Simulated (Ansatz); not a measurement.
## ZnSe (Stilleite): the PBE gap against the k mesh of the density

Wanted: the cheapest k mesh of the density that holds the PBE gap of ZnSe (Stilleite).

Main program and level: Ansatz 0.2.0; DFT, PBE, plane waves, PAW.

### 1. Starting point

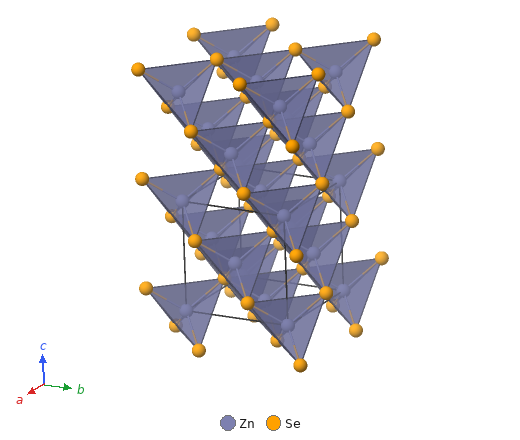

The starting structure, seen slightly off an axis (zinc blue, selenium orange). 1×1×2 cells are drawn. This picture shows the conventional cell, with its axes. Some periodic images of atoms are drawn too.

As a file:

```cif
data_structure
_symmetry_space_group_name_H-M 'F-43m'
_symmetry_Int_Tables_number 216
_cell_length_a 5.6676
_cell_length_b 5.6676
_cell_length_c 5.6676
_cell_angle_alpha 90.000
_cell_angle_beta 90.000
_cell_angle_gamma 90.000
_cell_volume 182.05
loop_
_atom_site_label
_atom_site_type_symbol
_atom_site_symmetry_multiplicity
_atom_site_Wyckoff_symbol
_atom_site_fract_x
_atom_site_fract_y
_atom_site_fract_z
_atom_site_occupancy
Zn1 Zn 4 a 0.00000 0.00000 0.00000 1
Se1 Se 4 d 0.25000 0.25000 0.75000 1
```

The cell and positions come from the Crystallography Open Database and are kept as given unless a step says otherwise. The default PAW set here is soft_2. Its files were made with PBE.

### 2. k mesh of the density: 2×2×2

Contents of input.yaml:

```yaml
crystal:
  lattice:
    - [0.0, 2.8338, 2.8338]
    - [2.8338, 0.0, 2.8338]
    - [2.8338, 2.8338, 0.0]
  atoms:
    - { symbol: Zn, position: [0.0, 0.0, 0.0] }
    - { symbol: Se, position: [0.25, 0.25, 0.25] }
kpoints:
  mp_grid: { grid: [2, 2, 2] }
  band_path:
    path:
      - [0.0, 0.0, 0.0]
      - [-0.5, -0.5, 0.0]
      - [-0.375, -0.375, 0.25]
      - [-0.375, 0.0, 0.375]
      - [0.0, 0.0, 0.5]
      - [-0.5, -0.25, 0.25]
    npoints: 1
hamiltonian:
  xc: pbe
scf:
  occupations: { method: fixed }
  n_extra_bands: 4
output:
  eigenvalues: true
```

On the command line:

```sh
ansatz run input.yaml --threads 3 --pin off --max-ram 92160MiB --backend cuda --events-out ev --progress --plain --runs-dir out --devices 1 --max-vram 13GiB  # rebuilt from the run's record
```

Numbers of over 12 decimals in the logs are rounded to 6 here.

Log:

```text
scf.n_extra_bands = 4 over 14 filled bands (N_el = 28.0): the run solves 18 bands
GPUs: using 1 of 1 available (devices: 1).
Engine: ansatz 0.2.0, x86_64-unknown-linux-gnu
Pseudopotentials: kind: paw
Pseudopotential: Zn, paw, valence charge 12, recommended cutoff 420 eV (normal), Zn.paw.azcp
Pseudopotential: Se, paw, valence charge 16, recommended cutoff 420 eV (normal), Se.paw.azcp
Functional definition: PBE
  parameter kappa = 0.804
  parameter beta = 0.066725
  exchange = pbe_x(kappa = kappa, mu = beta*pi^2/3)
  correlation = pbe_c(beta = beta)
device memory: the entry about to start is reckoned to put 1.4 GiB on a device that reports 33.6 GiB free (of which the cap on the GPU budget leaves the run 13.0 GiB)
GPU FFT provider: cuFFT
GPU libraries: cuBLAS 13.8.2, cuFFT 12.4.0, cuSOLVER 12.3.4
Crystal: 2 atoms, lattice volume = 45.513 Å³
Basis set: ecut = 420 eV, 893 PW (Γ)
Bands: 18, of which v1, the nominal top of the filled ones, is band 14 counted from 1 (13 counted from 0)
Symmetry: 24 space group operations
Space group: F-43m (ITA 216), of the structure as read, at distance tolerance 3.6e-5 Å
k-points: 3 of 8
Non-local potential: Zn, projectors of the file, l = 0: 2, l = 1: 2, l = 2: 3, l = 3: 1
Non-local potential: Se, projectors of the file, l = 0: 2, l = 1: 2, l = 2: 3, l = 3: 1
PAW form: soft (Blöchl's): semilocal exchange-correlation on the pseudo side does not see the compensation charge
PAW one-centre angular grid: Zn, 590 points (default); XC on 64 Gauss nodes
PAW one-centre angular grid: Se, 590 points (default); XC on 64 Gauss nodes
Initial density: superposition of atomic densities (neutral atoms: chi_scale 0, normalization atom), corrected by the library's trained network
Initial wavefunctions: pseudopotential atomic-orbital guess
GPU buffer pool allocated for 19683 grid points (all kernels)
GPU transforms: local potential and band sums: pruned to the plane-wave sphere, on 25×27×27
Functional: x = pbe(κ = 0.804, μ = 0.219515), c = pbe(β = 0.066725)
SCF iter   1: F=—  HF=-8788.098074 eV  |F-HF|=—  |Δ(HF+E_count)|=         —  Δρ=1.34e-2  dr2=1.42e-1  ethr=1.77e-3  ⟨swp⟩=5.0  Hψ=245  notcnv=0  defer=3
preconditioner: auto → none  [insulator: Δε(μ)=1.281 eV  Ē_g=11.870 eV  n_scr=14 (ndim 8)  ℏωp=23.4 eV  f_vac=0.121  ε∞_Penn≈4.9]
SCF iter   2: F=—  HF=-8788.058292 eV  |F-HF|=—  |Δ(HF+E_count)|=   3.98e-2  Δρ=5.17e-3  dr2=8.76e-3  ethr=5.08e-4  ⟨swp⟩=2.0  Hψ=93  notcnv=0  defer=3
SCF iter   3: F=—  HF=-8788.058211 eV  |F-HF|=—  |Δ(HF+E_count)|=   8.07e-5  Δρ=2.22e-3  dr2=2.02e-3  ethr=3.13e-5  ⟨swp⟩=2.0  Hψ=105  notcnv=0  defer=3
SCF iter   4: F=—  HF=-8788.058234 eV  |F-HF|=—  |Δ(HF+E_count)|=   2.29e-5  Δρ=1.22e-3  dr2=4.63e-4  ethr=7.21e-6  ⟨swp⟩=2.3  Hψ=88  notcnv=0  defer=3
SCF iter   5: F=—  HF=-8788.058334 eV  |F-HF|=—  |Δ(HF+E_count)|=   9.98e-5  Δρ=2.75e-4  dr2=2.20e-5  ethr=1.65e-6  ⟨swp⟩=2.0  Hψ=111  notcnv=0  defer=3
SCF iter   6: F=—  HF=-8788.058425 eV  |F-HF|=—  |Δ(HF+E_count)|=   9.15e-5  Δρ=4.78e-5  dr2=5.99e-7  ethr=7.85e-8  ⟨swp⟩=2.0  Hψ=75  notcnv=0  defer=2
SCF iter   7: F=-8788.058427 eV  HF=-8788.058427 eV  |F-HF|=8.27e-9  |Δ(HF+E_count)|=   1.27e-6  Δρ=3.14e-6  dr2=2.58e-9  ethr=3.57e-10  ⟨swp⟩=5.7  Hψ=203  notcnv=0
SCF 1 converged in 7 iterations: F = -8788.058427 eV  dr2 = 2.58e-9
[...]
device memory: the entry about to start is reckoned to put 0.8 GiB on a device that reports 33.5 GiB free (of which the cap on the GPU budget leaves the run 13.0 GiB)
NSCF: frozen V_eff on 6 k-points
SCF converged after 7 iterations
Free energy (F): -8788.058427 eV
Harris-Foulkes:  -8788.058427 eV  (|F-HF|=8.27e-9)
Internal energy: -8788.058427 eV  (E = F + TS)
E sigma→0 (E₀):  -8788.058427 eV
Fermi energy:    7.105031 eV
--- Per-component energies (eV) ---
  E_band       = -370.698031
  E_kinetic    = 254.121370
  E_local      = -4402.157210  (includes V_loc(G=0)·N_el)
  E_nonlocal   = 18.633403
  E_hartree    = 2044.533674
  E_xc         = -242.015248
  E_vxc        = -151.020547  (∫ρ·V_xc dr)
  E_paw        = -3740.230681  (= ΣΔE_a)
  E_vpaw       = -179.340729  (= ΣTr[D̂ρ^β])
  E_aug_tail   = -0.000890  (compensation charges beyond the density's cutoff)
  E_ewald      = -2720.942845
  E_smearing   = -0.000000  (= −TS)
  E_closure    = 0.000000  (closes the sum)
  Σ components = -8788.058427   (vs F -8788.058427, Δ=0.00e0)
--- Band table (eV) ---
  k-point 0: bands = [... 10 lower, 0.5242, 7.1050, 7.1050, 7.1050, 8.2652, 12.6746, 12.6746, 12.6746]
  k-point 1: bands = [... 10 lower, 0.6984, 1.7470, 6.2081, 6.2081, 9.4752, 13.2722, 13.2722, 15.6089]
  k-point 2: bands = [... 10 lower, 0.7257, 2.1613, 4.8594, 4.8594, 9.9004, 10.3985, 17.8728, 18.2036]
```

Elapsed: 2.2 s, on 1 × NVIDIA H100 80GB HBM3 (shared by 6 runs) with 3 threads of AMD EPYC 7R13 (Zen 3), shared host; peak memory 0.91 GiB.

Numbers from this step:

| Quantity | Value |
| --- | --- |
| gap | 1.160 eV |
| valence top at | Γ |
| conduction bottom at | Γ |
| least direct gap | 1.160 eV |

The gap is direct, at Γ.

### 3. k mesh of the density: 4×4×4

input.yaml: that of step 2 with these lines changed.

```diff
@@ -9,3 +9,3 @@
 kpoints:
-  mp_grid: { grid: [2, 2, 2] }
+  mp_grid: { grid: [4, 4, 4] }
   band_path:
```

Log:

```text
[...]
GPUs: using 1 of 1 available (devices: 1).
[...]
GPU FFT provider: cuFFT
GPU libraries: cuBLAS 13.8.2, cuFFT 12.4.0, cuSOLVER 12.3.4
Crystal: 2 atoms, lattice volume = 45.513 Å³
Basis set: ecut = 420 eV, 893 PW (Γ)
Bands: 18, of which v1, the nominal top of the filled ones, is band 14 counted from 1 (13 counted from 0)
[... 1 set-up line as in the run before ...]
[...]
Fermi energy:    6.808588 eV
[...]
--- Band table (eV; the first three rows and the last of 8) ---
  k-point 0: bands = [... 10 lower, 0.6084, 6.8086, 6.8086, 6.8086, 8.0842, 12.5971, 12.5971, 12.5971]
  k-point 1: bands = [... 10 lower, 0.6085, 3.7543, 6.3303, 6.3303, 9.5424, 13.2301, 13.2301, 13.3651]
  k-point 2: bands = [... 10 lower, 0.7680, 1.5709, 5.9382, 5.9382, 9.3373, 13.1782, 13.1782, 15.3694]
  k-point 7: bands = [... 10 lower, 0.9097, 2.1114, 4.0402, 4.1395, 12.2794, 12.3501, 13.7585, 14.5115]
[key lines of the parts left out:]
SCF converged after 6 iterations
Free energy (F): -8789.459603 eV
```

It took 2.6 s on 1 × NVIDIA H100 80GB HBM3 (shared by 6 runs) with 3 threads; peak memory 0.91 GiB; 4.2 s of CPU time.

This step gave:

| Item | Value |
| --- | --- |
| gap | 1.276 eV |
| valence top at | Γ |
| conduction bottom at | Γ |
| least direct gap | 1.276 eV |

The gap is 1.276 eV, +0.116 eV from the run before at this level.

### 4. k mesh of the density: 8×8×8 (the default)

input.yaml, the sections that differ from step 3:

```yaml
kpoints:
  mp_grid: { grid: [8, 8, 8] }
  band_path:
    path:
      - [[0.0, 0.0, 0.0], [-0.5, -0.5, 0.0], [-0.375, -0.375, 0.25]]
      - [[-0.375, 0.0, 0.375], [0.0, 0.0, 0.0], [0.0, 0.0, 0.5], [-0.5, -0.25, 0.25], [-0.5, -0.5, 0.0]]
    npoints: 10
scf:
  occupations: { method: fermi_dirac, width: 0.02 }
  n_extra_bands: 4
output:
  eigenvalues: true
  write_density: true
  write_potential: true
  elf: true
  volumetric_format: npy
# crystal, hamiltonian: as in step 3
```

Log:

```text
[...]
GPUs: using 1 of 1 available (devices: 1).
[...]
GPU FFT provider: cuFFT
GPU libraries: cuBLAS 13.8.2, cuFFT 12.4.0, cuSOLVER 12.3.4
Crystal: 2 atoms, lattice volume = 45.513 Å³
Basis set: ecut = 420 eV, 893 PW (Γ)
Bands: 18, of which v1, the nominal top of the filled ones, is band 14 counted from 1 (13 counted from 0)
[... 1 set-up line as in the run before ...]
[...]
Fermi energy:    7.433540 eV
[...]
--- Band table (eV; the first three rows and the last of 29) ---
  k-point 0: bands = [... 10 lower, 0.6112, 6.7785, 6.7785, 6.7785, 8.0666, 12.5892, 12.5892, 12.5892]
  k-point 1: bands = [... 10 lower, 0.6098, 5.4625, 6.6266, 6.6266, 9.0519, 12.5287, 12.8428, 12.8428]
  k-point 2: bands = [... 10 lower, 0.6112, 3.7350, 6.3020, 6.3020, 9.5268, 13.2210, 13.2210, 13.3433]
  k-point 28: bands = [... 10 lower, 0.9106, 2.0961, 4.0184, 4.1172, 12.2611, 12.3314, 13.7486, 14.4919]
[key lines of the parts left out:]
SCF converged after 6 iterations
Free energy (F): -8789.526291 eV
```

The job ended after 6.1 s (1 × NVIDIA H100 80GB HBM3 (shared by 6 runs) with 3 threads; peak memory 0.93 GiB).

This step gave:

* gap: 1.288 eV
* valence top at: Γ
* conduction bottom at: Γ
* least direct gap: 1.288 eV

The gap is 1.288 eV, +0.012 eV from the run before at this level.

### 5. k mesh of the density: 10×10×10

input.yaml, the sections that differ from step 4:

```yaml
kpoints:
  mp_grid: { grid: [10, 10, 10] }
  band_path:
    path:
      - [0.0, 0.0, 0.0]
      - [-0.5, -0.5, 0.0]
      - [-0.375, -0.375, 0.25]
      - [-0.375, 0.0, 0.375]
      - [0.0, 0.0, 0.5]
      - [-0.5, -0.25, 0.25]
    npoints: 1
scf:
  occupations: { method: fixed }
  n_extra_bands: 4
output:
  eigenvalues: true
# crystal, hamiltonian: as in step 4
```

Log:

```text
[...]
GPUs: using 1 of 1 available (devices: 1).
[...]
GPU FFT provider: cuFFT
GPU libraries: cuBLAS 13.8.2, cuFFT 12.4.0, cuSOLVER 12.3.4
Crystal: 2 atoms, lattice volume = 45.513 Å³
Basis set: ecut = 420 eV, 893 PW (Γ)
Bands: 18, of which v1, the nominal top of the filled ones, is band 14 counted from 1 (13 counted from 0)
[... 1 set-up line as in the run before ...]
[...]
Fermi energy:    6.777931 eV
[...]
--- Band table (eV; the first three rows and the last of 47) ---
  k-point 0: bands = [... 10 lower, 0.6113, 6.7779, 6.7779, 6.7779, 8.0663, 12.5891, 12.5891, 12.5891]
  k-point 1: bands = [... 10 lower, 0.6102, 5.8094, 6.6775, 6.6775, 8.8338, 12.5141, 12.7598, 12.7598]
  k-point 2: bands = [... 10 lower, 0.6097, 4.4086, 6.4371, 6.4371, 9.4596, 12.8644, 13.1016, 13.1016]
  k-point 46: bands = [... 10 lower, 0.8996, 2.0880, 4.0700, 4.1581, 11.7626, 11.9987, 14.3508, 14.8786]
[key lines of the parts left out:]
SCF converged after 6 iterations
Free energy (F): -8789.526911 eV
```

Wall time 3.4 s (1 × NVIDIA H100 80GB HBM3 (shared by 6 runs) with 3 threads); peak memory 0.91 GiB.

This step gave:

| Item | Value |
| --- | --- |
| gap | 1.288 eV |
| valence top at | Γ |
| conduction bottom at | Γ |
| least direct gap | 1.288 eV |

The gap is 1.288 eV, as in the run before at this level.

### 6. The series

Differences are against the last row; a negative gap means that bands overlap, and a run with a band path holds that path's time. Times are wall times on 1 × NVIDIA H100 80GB HBM3 (shared by 6 runs) with 3 threads of AMD EPYC 7R13 (Zen 3), shared host, good to a factor of about two.

| k mesh of the density | gap (eV) | direct gap (eV) | gap error (eV) | energy error (meV/atom) | irreducible k | time |
| --- | --- | --- | --- | --- | --- | --- |
| 2×2×2 | 1.160 | 1.160 | −0.128 | +734.2 | 3 | 2.2 s |
| 4×4×4 | 1.276 | 1.276 | −0.013 | +33.7 | 8 | 2.6 s |
| 8×8×8 | 1.288 | 1.288 | −0.0002 | +0.3 | 29 | 6.1 s |
| 10×10×10 | 1.288 | 1.288 | +0.000 | +0.0 | 47 | 3.4 s |

### 7. What came out

```
2×2×2    : 1.160 eV
4×4×4    : 1.276 eV
8×8×8    : 1.288 eV
10×10×10 : 1.288 eV
```

What this shows: The gap holds to 0.02 eV from 4×4×4 on. At 2×2×2 the gap is off by −0.128 eV and the energy by +734 meV/atom. The gap is read over the mesh and added points near the edges, so meshes differ mainly through the density and, for a hybrid, the exchange operator.

[Paths, hosts, dates, memory and timing lines, banners, echoed tables and standing remarks are left out of the program output.]

[Logs are printed without paths, hosts, clocks, repeated set-up lines and the standing remarks that a program may print on its own settings, such as how far it seeks lower states.]

[Runs of the session that timed out or met a known fault of the program may be left out.]

[Cells called generated may have been cut or substituted from an entry of the Crystallography Open Database or the Materials Project.]

[Hosts, paths, dates, database ids (printed as entryN), source tags and the programs' standing remarks are cut or masked in the printed files.]
